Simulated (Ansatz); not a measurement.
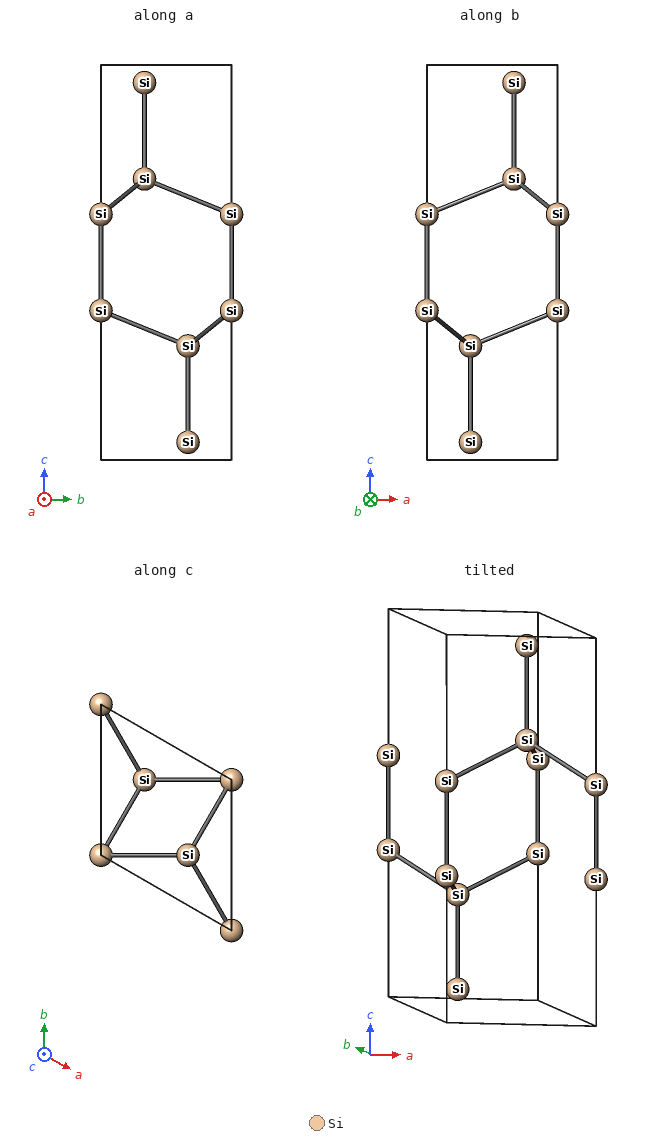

Drawn in the ball-and-stick manner and seen along the a axis, along the b axis, along the c axis and slightly off an axis. Atoms at the boundary of the conventional unit cell (the box) are drawn once for each face, edge or corner they touch.

Lattice parameters: a = 3.675 Å, b = 3.675 Å, c = 9.630 Å, α = 90.00°, β = 90.00°, γ = 120.00°. Put a along x and b in the xy plane.

> Convert the drawing into a POSCAR file, with free fractional coordinates to two decimals.

```
Si
1.0
     3.675    0.000    0.000
    -1.837    3.183    0.000
     0.000    0.000    9.630
Si
6
Direct
  0.3333 0.6667 0.04
  0.3333 0.6667 0.29
  0.00 0.00 0.38
  0.00 0.00 0.62
  0.6667 0.3333 0.71
  0.6667 0.3333 0.96
```

The model was built from a structure type filled with this element by a generator (whether the element takes this form wasn't checked). The cell was then strained or its atoms displaced on purpose. It was the input of a calculation with Ansatz.

At this level of theory the cell isn't at rest (compressed, at 8 GPa), so its distances can differ from those at equilibrium, the more so the softer the solid.
